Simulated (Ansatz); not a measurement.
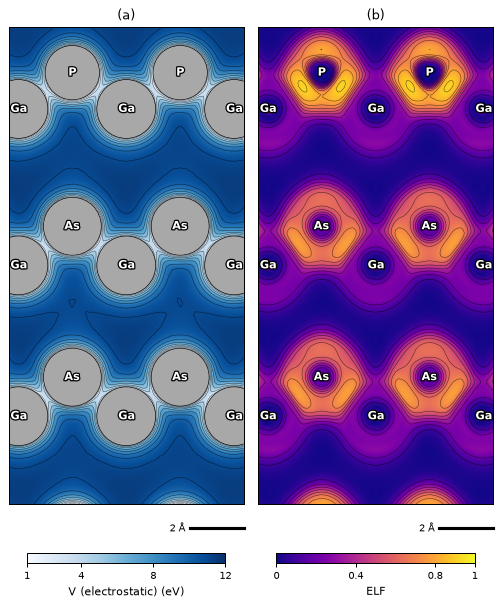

Ga₃As₂P. (a) electrostatic potential (local pseudopotential plus Hartree) felt by an electron; (b) ELF on the (010) plane of the conventional cell. Grey discs cover the atomic cores in the potential map.

Space group I-4m2; a structure generated by program, which may or may not match a known phase.

Computed with DFT PBE, scalar-relativistic, plane waves, PAW in Ansatz 0.2.0.

### What do the fields say about this system?

Atoms in the plane: Ga, P and As. Ga–P (2.41 Å): the ELF peaks at about 0.90 in the valence shell of P, 0.9 Å from its nucleus, and is about 0.75 at the midpoint. Ga–As (2.47 Å): the ELF peaks at about 0.80 between the atoms (a shared electron pair). Outside the cores the potential energy rises away from the atoms and is highest about 2.4 Å from the nearest atoms; its zero is arbitrary.

### Does the calculation make it a metal, or give it a gap?

It is gapped, with a Kohn–Sham gap of 0.58 eV on the k-point mesh, an upper bound to the gap of this method.
